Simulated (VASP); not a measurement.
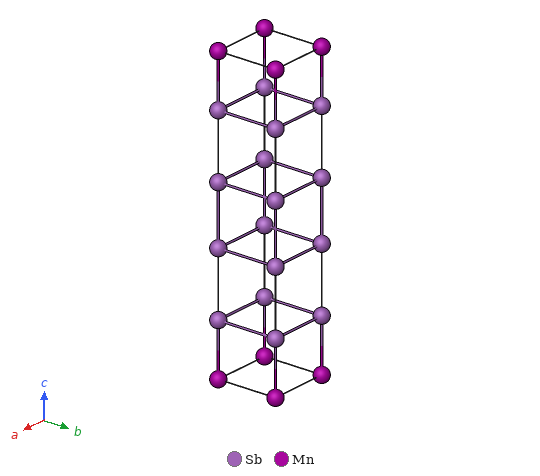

MnSb4, space group P4/mmm (No. 123), a = 3.080 Å, b = 3.080 Å, c = 14.994 Å, α = 90.00°, β = 90.00°, γ = 90.00°

```json
{"site": "Sb1", "Wyckoff": "2g", "x": "0.0000", "y": "0.0000", "z": "0.8197"}
{"site": "Sb2", "Wyckoff": "2g", "x": "0.0000", "y": "0.0000", "z": "0.6006"}
{"site": "Mn", "Wyckoff": "1a", "x": "0.0000", "y": "0.0000", "z": "0.0000"}
```

Source: a cell listed in the Materials Project, as set up for an electronic-structure calculation.

### How is the cell volume shared among the sites in a plain Voronoi partition?

| site | faces above 1 % of the sphere | volume (Å³) | solid angle by neighbour (%) |
| --- | --- | --- | --- |
| Sb1 | 6 | 28.42 | Sb 81 Mn 19 |
| Sb2 | 6 | 29.90 | Sb 100 |
| Mn | 6 | 25.66 | Mn 62 Sb 38 |

Weighted by multiplicity the volumes add up to the cell volume, 142.3 Å³.

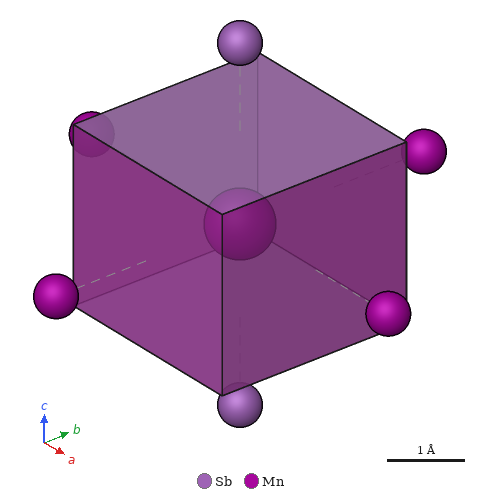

The computed Voronoi cell of Mn, with the neighbours that bound it.
